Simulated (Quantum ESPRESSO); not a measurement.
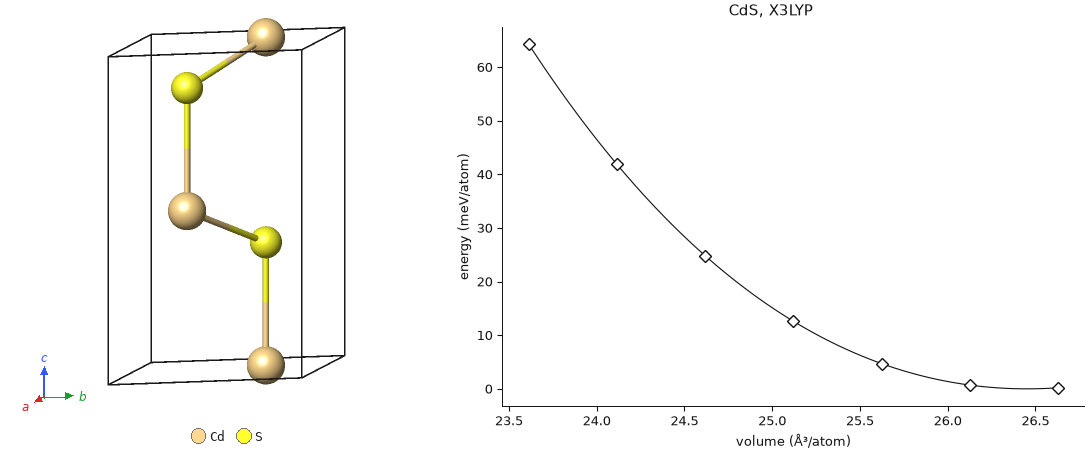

Plotted: energy against volume for CdS, space group P6_3mc (No. 186). The conventional cell is drawn beside the plot.

Starting cell:
```yaml
crystal:
  lattice:
    - [4.15000, 0.00000, 0.00000]
    - [-2.07500, 3.59401, 0.00000]
    - [0.00000, 0.00000, 6.73700]
  atoms:
    - { symbol: Cd, position: [0.66667, 0.33333, 0.50000] }
    - { symbol: Cd, position: [0.33333, 0.66667, 0.00000] }
    - { symbol: S, position: [0.66667, 0.33333, 0.87500] }
    - { symbol: S, position: [0.33333, 0.66667, 0.37500] }
```

Method: plane-wave DFT, no spin polarisation; energies at scaled volumes of the given cell, shape and fractions fixed, counted from the fit's minimum, third-order Birch-Murnaghan fit (Quantum ESPRESSO 7.5). Level: X3LYP.

k mesh 2×2×1; occupations fixed; potentials SG15 PBE 1.2; wave cutoff 952.4 eV; density cutoff 3810 eV; program settings exchange q mesh 2,2,1.

From this curve and the settings, what does the calculation give for the pressure at the same points?

The pressure falls from 0.24 GPa at volume 23.61 Å³/atom to −7.01 GPa at 26.63 Å³/atom, and changes sign near 23.69 Å³/atom.

| volume (Å³/atom) | pressure (GPa) |
| --- | --- |
| 23.61 | 0.24 |
| 24.12 | −1.34 |
| 24.62 | −2.74 |
| 25.12 | −4.00 |
| 25.62 | −5.12 |
| 26.13 | −6.12 |
| 26.63 | −7.01 |

Limits of the calculation: coarse k mesh; coarse mesh for exact exchange; the fit and the printed pressures don't fully agree, or the minimum lies near the end of the range; potentials made for another functional; shape and atomic fractions are frozen while scaling, which makes layered, chain and framework solids too stiff.
